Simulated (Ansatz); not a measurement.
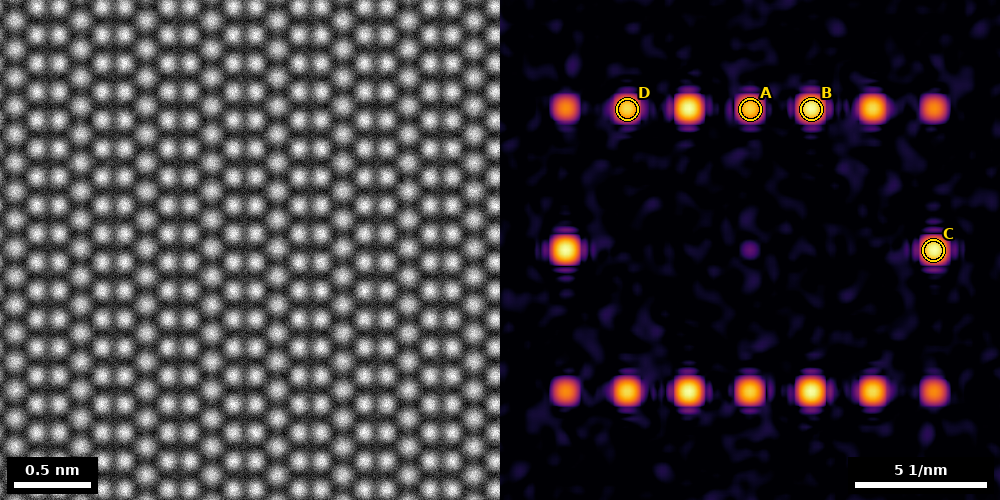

Phase-contrast TEM-like image of a crystal. Simulated in the weak-phase-object approximation with neutral-atom potentials: 200 kV, Cs = −40 µm, defocus +120 Å (negative is underfocus), defocus spread 12 Å, aperture 0.96 1/Å. Shot noise was added.

The right panel is the modulus of the image's Fourier transform on a logarithmic scale.

Which lattice spacings do the marked spots stand for, and what angle do A and B enclose?

A: 1.9 Å, B: 1.7 Å, C: 1.4 Å, D: 1.4 Å; A and B enclose about 23°.

The crystal is Ge (P6/mmm, No. 191) along [102]; the spots are (-2 1 1), (-2 2 1), (030) and (-2 -1 1). Structure: a calculation's starting geometry; the starting structure was generated, so it need not be a known form of this composition.
